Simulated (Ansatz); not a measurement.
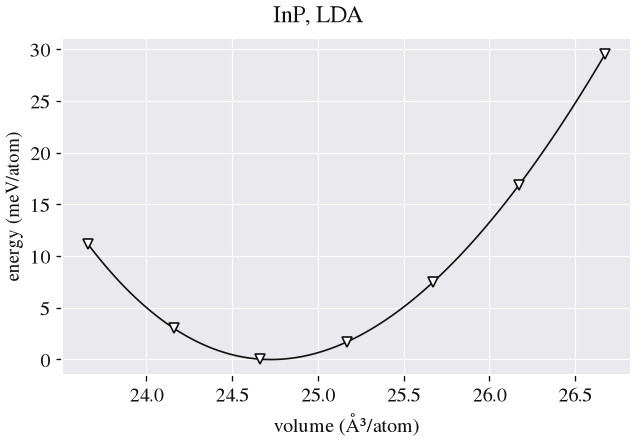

Plotted: energy against volume for InP, space group F-43m (No. 216).

Cell as given: a = 4.144 Å, b = 4.144 Å, c = 4.144 Å, α = 60.00°, β = 60.00°, γ = 60.00°; 2 atoms.

Calculation (Ansatz 0.2.0): all-electron LAPW DFT, no spin polarisation; energies at scaled volumes of the given cell, shape and fractions fixed, counted from the fit's minimum, third-order Birch-Murnaghan fit. Level: LDA.

- k mesh: 8×8×8
- occupations: Fermi–Dirac
- smearing width: 0.05 eV
- potentials: all electron LAPW, scalar relativistic
- program settings: basis error eV/atom 0.001

This calculation gives: equilibrium volume 24.73 Å³/atom and bulk modulus 71.3 GPa.

Now the level changes from LDA to PBEsol. Predict the effect.

The equilibrium volume rises from 24.73 to 25.39 Å³/atom (+2.7 %) and the bulk modulus falls from 71.3 to 66.7 GPa (−6.5 %).

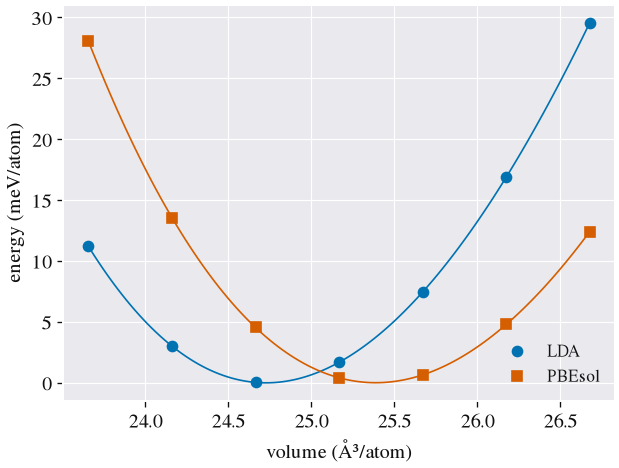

The two results together.

V0 and the bulk modulus come from third-order Birch–Murnaghan fits.
